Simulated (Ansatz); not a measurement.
Ga₈AsP₆: several calculations on one system

**1. Relaxation**

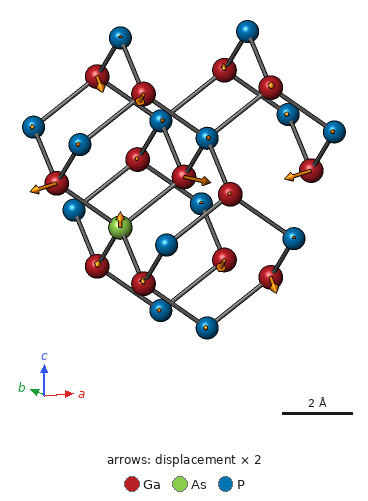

A relaxation of a defect cell of composition Ga8AsP6. The starting structure is drawn; orange arrows show the displacements, magnified 2 times.

A ball-and-stick model of the atoms within 5.0 Å of the atom that moves most (axes of the conventional cell (2 times the calculation's cell) (origin shifted)), seen slightly off an axis. Lengths and directions refer to the drawn axes.

Case: As after trading places with the vacancy, charge +0, atoms relaxed.

These are results of DFT PBE, scalar-relativistic, plane waves, PAW (Ansatz), not measurements. (plane-wave cutoff 420 eV; k-point mesh 2 × 2 × 2; occupations gaussian; smearing width 0.02 eV; no spin polarisation; atoms relaxed in a fixed cell; force threshold 0.02 eV/Å; at most 60 steps)

**Describe the change and its energy.**

After 9 geometry steps the energy has fallen by 0.315 eV per cell of the calculation. Largest force component: 0.57 eV/Å at the start, 0.012 eV/Å at the end. The largest moves, 0.43 Å, are those of Ga atoms. By element the largest moves are Ga 0.43 Å, As 0.24 Å, P 0.07 Å. The lattice vectors keep their values. Near-neighbour distances that change, for instance: As–Ga 2.384 → 2.581 Å, Ga–P 2.384 → 2.471 Å, Ga–P 2.384 → 2.333 Å, As–Ga 2.384 → 2.420 Å. Among the angles between lasting bonds that change: Ga–As–Ga 109.5° → 133.0°, As–Ga–P 109.5° → 96.3°, P–Ga–P 109.5° → 119.3°. The run took 35 s on 4 threads of Intel(R) Xeon(R) Platinum 8375C CPU @ 2.90GHz (Ice Lake), with other jobs on the host, peak memory 1.1 GiB.

Limits of the set-up: the k-point mesh is coarse for a cell with partly filled bands; the periodic images lie only 7.8 Å apart, so the values are limited by the cell's size.

**2. Relaxation**

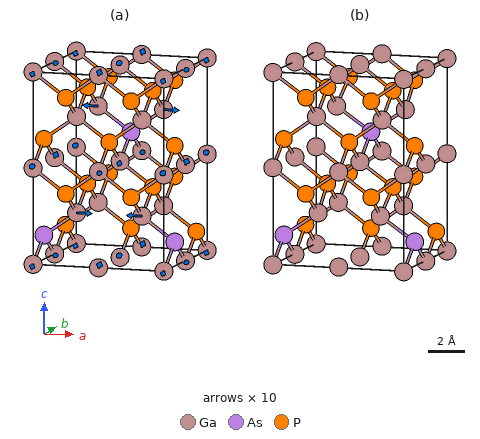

The structure of a defect cell of composition Ga8AsP6 before (left) and after (right) a relaxation, at one scale. The blue arrows give the displacements, 10 times their true length.

A ball-and-stick model of the conventional cell (2 times the calculation's cell), seen slightly off an axis. Lengths and directions refer to the drawn axes.

Case: As on a P site beside a P vacancy, charge +0, atoms relaxed.

Computed with Ansatz 0.2.0, DFT PBE, scalar-relativistic, plane waves, PAW. Settings: plane-wave cutoff 420 eV; k-point mesh 2 × 2 × 2; occupations gaussian; smearing width 0.02 eV; collinear spin; atoms relaxed in a fixed cell; force threshold 0.02 eV/Å; at most 60 steps.

Q: Describe what moved and what it gained.

A: After 2 accepted moves (3 points after the start) the energy has fallen by 0.125 eV per cell of the calculation. Largest force component: 0.56 eV/Å at the start, 0.019 eV/Å at the end. 1 step only repeated the SCF at the same geometry. The largest moves, 0.097 Å, are those of Ga atoms. By element the largest moves are Ga 0.097 Å, P 0.007 Å, As 0.006 Å. The lattice vectors keep their values. Some distances before and after: As–Ga 2.384 → 2.461 Å, As–Ga 2.384 → 2.433 Å, Ga–P 2.384 → 2.401 Å, Ga–P 2.384 → 2.371 Å. Bond angles that change, for instance: Ga–P–Ga 109.5° → 112.8°, Ga–P–Ga 109.5° → 106.3°, As–Ga–P 109.5° → 106.6°. Cost: 28 s on 4 threads of Intel(R) Xeon(R) Platinum 8375C CPU @ 2.90GHz (Ice Lake) (shared host), peak memory 1.2 GiB.

Limits of the set-up: the k-point mesh is coarse for a cell with partly filled bands; the periodic images lie only 7.8 Å apart, so the values are limited by the cell's size.

**3. Path**

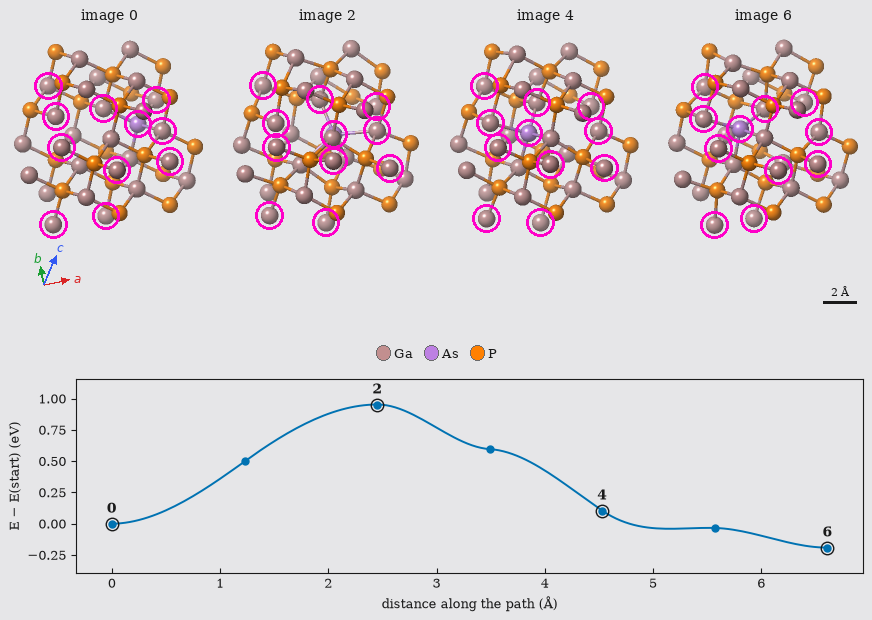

NEB run on a defect cell of composition Ga₈AsP₆ (15 atoms in the cell). Images are numbered from 0 (start) to 6 (end). Style: ball-and-stick. Shown: the atoms within 6.1 Å of the middle of the path, from a free direction. The atoms that move most are ringed. Bonds to atoms that aren't drawn are left out.

These are results of DFT PBE, scalar-relativistic, plane waves, PAW in Ansatz 0.2.0, not measurements. Settings: plane-wave cutoff 420 eV; k-point mesh 2 × 2 × 2; Gaussian smearing 0.02 eV; 5 movable images; climbing image.

What happens along the path, and what is the barrier?

Answer. The As atom travels furthest, 3.90 Å from end to end, along −a, on a path that bends up to 0.54 Å away from the straight line. At the highest image its nearest neighbour (Ga) is 2.40 Å away, against 2.43 Å at the start, and the surrounding atoms stand up to 0.66 Å off the mean of their end positions. Forward barrier 0.95 eV, backward barrier 1.14 eV, with image 2 at the top; the reaction energy is −0.19 eV. The band converged in 27 iterations, with a climbing image at the top.

Limits of the set-up: the k-point mesh is coarse for a cell with partly filled bands; the periodic images lie only 7.8 Å apart, so the values are limited by the cell's size.

Cost: 9.4 min on 4 threads of Intel(R) Xeon(R) Platinum 8375C CPU @ 2.90GHz (Ice Lake), on a shared host, peak memory 1.7 GiB.
